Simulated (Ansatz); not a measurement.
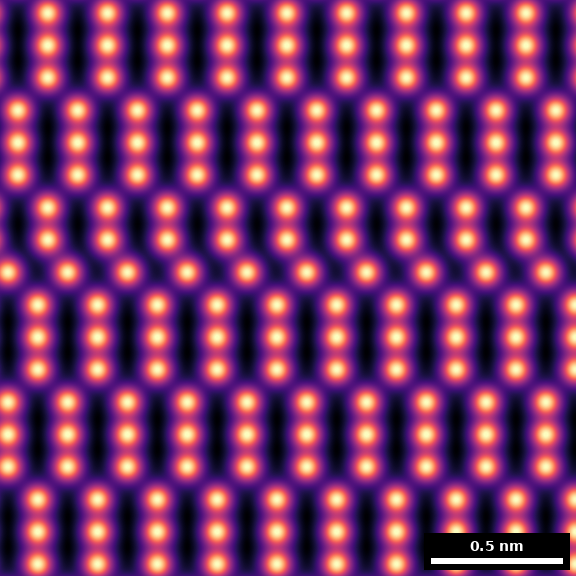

Integrated-DPC-like image of Ru (P6/mmm, No. 191) along [101]. Simulated as the projected potential of neutral atoms (B = 0.8 Å²) blurred by a 0.50 Å probe, the thin-sample limit of integrated differential phase contrast. The display is stretched by a gamma of 0.65; percentages refer to the linear signal.

One planar defect was built into the perfect crystal by geometry alone, without relaxation. Host structure: the end point of a relaxation with Ansatz 0.2.0, DFT, RPBE, plane waves (420 eV) with PAW, scalar-relativistic; the starting structure was generated, so it need not be a known form of this composition.

> Find the planar defect and say what kind it is.

A planar fault (a stacking fault) runs horizontally about 10 Å below the top edge. The part above it is shifted along the boundary by 2/3 of the 2.28 Å repeat of the rows (1.5 Å to the right, the same as 0.8 Å to the left); both parts keep the same orientation.
